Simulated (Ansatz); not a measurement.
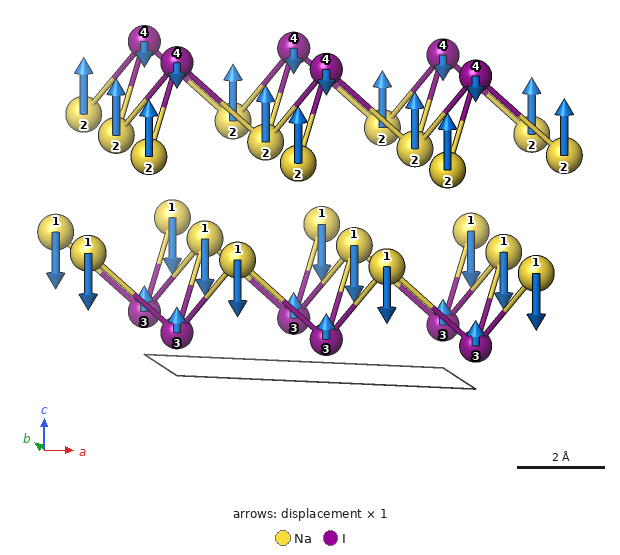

This is a relaxation of a free-standing layer of NaI (a generated structure, set up in P-3m1) (coarse preliminary run). The starting structure is drawn; blue arrows show the displacements (the part carried along by the change of the cell is left out), at their true length.

The picture is a ball-and-stick view of the 2 × 1 repeat of the cell, outlined in the plane, without the vacuum, seen slightly off an axis.

Computed with DFT PBE, scalar-relativistic, plane waves, PAW (Ansatz 0.2.0).

Input
```yaml
crystal:
  lattice:
    - [3.62185225, 0.0, 0.0]
    - [-1.81092561, 3.13661586, 0.0]
    - [0.0, 0.0, 21.0]
  atoms:
    - { symbol: Na, position: [0.33333333, 0.66666667, 0.44121778] }
    - { symbol: Na, position: [0.66666667, 0.33333333, 0.55878222] }
    - { symbol: I, position: [0.0, 0.0, 0.35032653] }
    - { symbol: I, position: [0.0, 0.0, 0.64967347] }
  periodic: [true, true, false]
basis:
  ecutwfc: 420
kpoints:
  mp_grid: { grid: [6, 6, 1] }
hamiltonian:
  xc: pbe
scf:
  occupations: { method: gaussian, width: 0.1 }
  lower_state_search: "off"
output:
  forces: true
  stress: true
  eigenvalues: true
relax:
  adjacent_minimum: "off"
  f_tol: 0.04
  max_steps: 70
  cell: { stress_2d_tol: 0.16 }
```

Command:
```bash
ansatz run input.yaml --threads 1 --pin off --max-ram 2048MiB --backend cpu --events-out ev --progress --plain --runs-dir out
```

### Describe the change and its energy.

After 17 accepted moves (21 points after the start) the energy has fallen by 870 meV per atom. Largest force component: 0.74 eV/Å at the start, 0.02 eV/Å at the end. The line search rejected the trial step at point 6 of the run. The SCF was repeated 3 times at an unchanged geometry on a basis and grid sized afresh for the cell, which shifted the energy by 80.2 meV per atom at most. The largest moves relative to the cell and the layer's centre, 1.34 Å, are those of Na1 and Na2. Na1 goes along the normal (−c). By element the largest moves are Na 1.34 Å, I 0.62 Å. In the plane the drawn cell goes a 7.244 → 10.386 Å (+43.4 %), b 3.622 → 5.193 Å (+43.4 %). Near-neighbour distances that change, for instance: Na1–Na2 3.235 → 5.961 Å, Na1–I3 2.831 → 2.999 Å. Among the angles between lasting bonds that change: I3–Na1–I3 79.5° → 120.0°, Na1–I3–Na1 79.5° → 120.0°. The program noted that it reset the height of the cell. Cost: 83 s on 1 thread of AMD EPYC 9R45 96-Core Processor (Zen 5) (shared host), peak memory 0.89 GiB.
